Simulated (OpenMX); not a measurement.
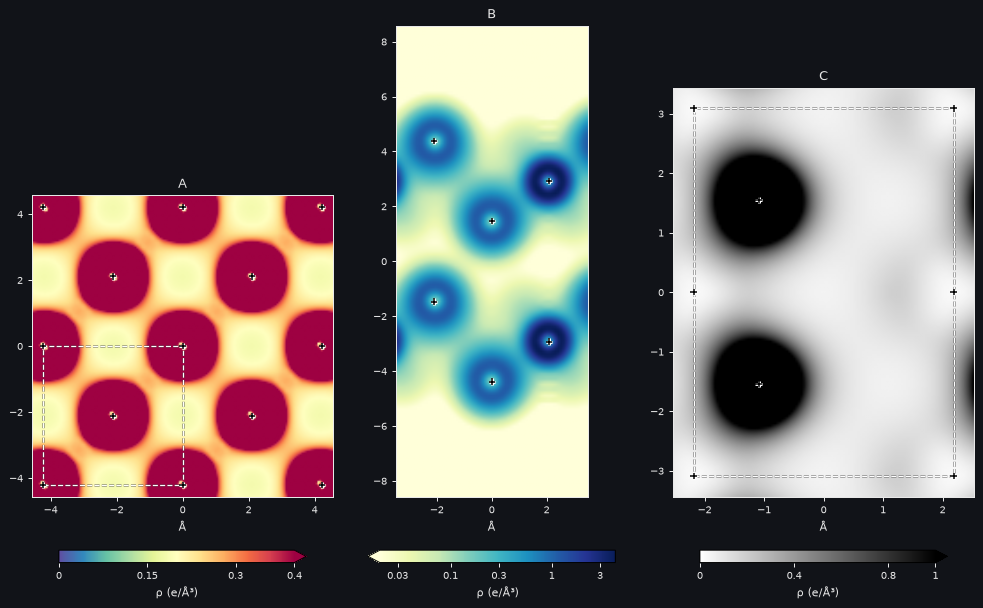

The valence electron density of 3 systems, each on a plane through atoms (crosses mark nuclei in the plane).

Computed with Kohn-Sham DFT of a periodic cell, PBE, OpenMX 2013 PBE set in OpenMX 3.8.5.

System 1: ZrS$_{2}$ (slab), the (110) plane of the calculation cell, a cut from vacuum to vacuum. Not relaxed (largest force 0.6 eV/Å).

```yaml
crystal:
  lattice:
    - [3.63000, 0.00000, 0.00000]
    - [-1.81500, 3.14367, 0.00000]
    - [0.00000, 0.00000, 23.76564]
  atoms:
    - { symbol: S, position: [0.66667, 0.33333, 0.31558] }
    - { symbol: Zr, position: [0.00000, 0.00000, 0.37692] }
    - { symbol: S, position: [0.33333, 0.66667, 0.43826] }
    - { symbol: S, position: [0.66667, 0.33333, 0.56174] }
    - { symbol: Zr, position: [0.00000, 0.00000, 0.62308] }
    - { symbol: S, position: [0.33333, 0.66667, 0.68442] }
```

System 2: Ta, the (100) plane of the conventional cell. Space group Fm-3m.

System 3: AlN, the (101) plane of the conventional cell. Space group F-43m; a structure from a database of computed crystals, not necessarily the ambient phase; computed pressure about 4 GPa in this cell.

### Which map belongs to which system?

Panel A is system 2, Ta: the plane holds Ta. Ta–Ta (2.98 Å): ρ at the midpoint is about 0.28 e/Å³. Panel B is system 1, ZrS$_{2}$: the plane holds S and Zr. Zr–S (2.55 Å): ρ is about 0.41 e/Å³ halfway. Panel C is system 3, AlN: the plane holds Al and N. Al–N (1.89 Å): ρ at the midpoint is about 0.64 e/Å³.
